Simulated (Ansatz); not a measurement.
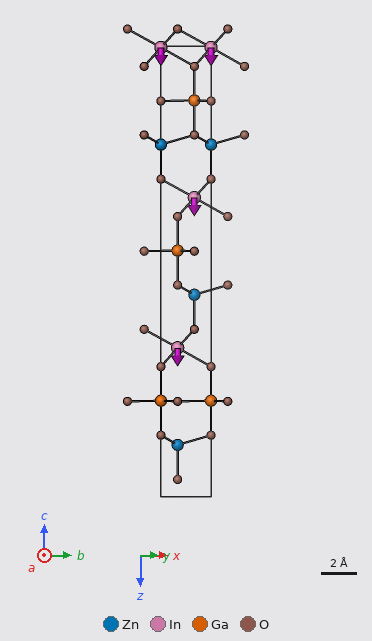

Solid ZnInGaO4 (R3m): In2 (one in each cell of 7 atoms) is moved along Cartesian [0 0 1], all else fixed. The picture shows the reference cell. The purple arrows give the direction of positive displacement. Style: ball-and-stick. Shown: the conventional cell (3 times the calculation's cell), along the a axis. Lengths and directions refer to the drawn axes.

All numbers below come from DFT PBEsol, scalar-relativistic, plane waves, PAW in Ansatz 0.2.0. (plane-wave cutoff 420 eV; k-point mesh 12 × 12 × 12; occupations gaussian; smearing width 0.05 eV; no spin polarisation). Energies (free energies at the smearing named) are counted from the cell as listed in its source, which wasn't relaxed.

Input file:
```yaml
crystal:
  lattice:
    - [1.6803268679, 0.9701371695, 8.713405462]
    - [-1.6803268679, 0.9701371695, 8.713405462]
    - [0.0, -1.940274339, 8.713405462]
  atoms:
    - { symbol: Zn, position: [0.218382, 0.218382, 0.218382] }
    - { symbol: In, position: [0.002768, 0.002768, 0.002768] }
    - { symbol: Ga, position: [0.787034, 0.787034, 0.787034] }
    - { symbol: O, position: [0.295143, 0.295143, 0.295143] }
    - { symbol: O, position: [0.711358, 0.711358, 0.711358] }
    - { symbol: O, position: [0.121717, 0.121717, 0.121717] }
    - { symbol: O, position: [0.863599, 0.863599, 0.863599] }
basis:
  ecutwfc: 420
kpoints:
  mp_grid: { grid: [12, 12, 12] }
hamiltonian:
  xc: pbesol
scf:
  occupations: { method: gaussian, width: 0.05 }
output:
  forces: true
  stress: true
  eigenvalues: true
  write_density: true
  write_potential: true
  elf: true
  volumetric_format: npy
```

Launched with:
```bash
ansatz run input.yaml --threads 2 --pin off --max-ram 5120MiB --backend cpu --events-out ev --progress --plain --runs-dir out
```

Question: Predict the energy profile (the displacement: −0.30, −0.20, −0.10, 0.00, 0.05, 0.10, 0.15, 0.20, 0.25, 0.30 Å).

Answer:
```
displacement (Å)  energy change (meV/cell)
           −0.30                       692
           −0.20                       318
           −0.10                        84
            0.00                         0
            0.05                        17
            0.10                        72
            0.15                       166
            0.20                       298
            0.25                       466
            0.30                       668
```

Of the computed points the lowest is at the displacement 0.00 Å, 0 meV/cell. The curvature at zero is about 16 eV/Å². The well is nearly symmetric. The distortion keeps the space group R3m.

The computed profile:

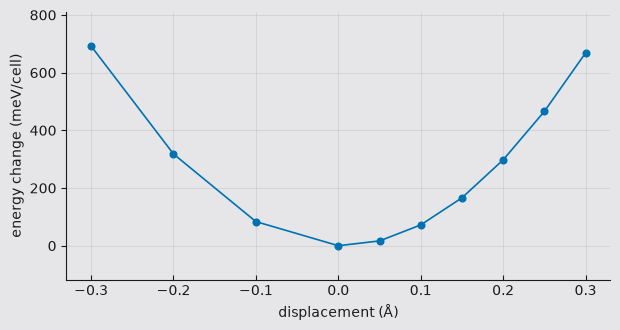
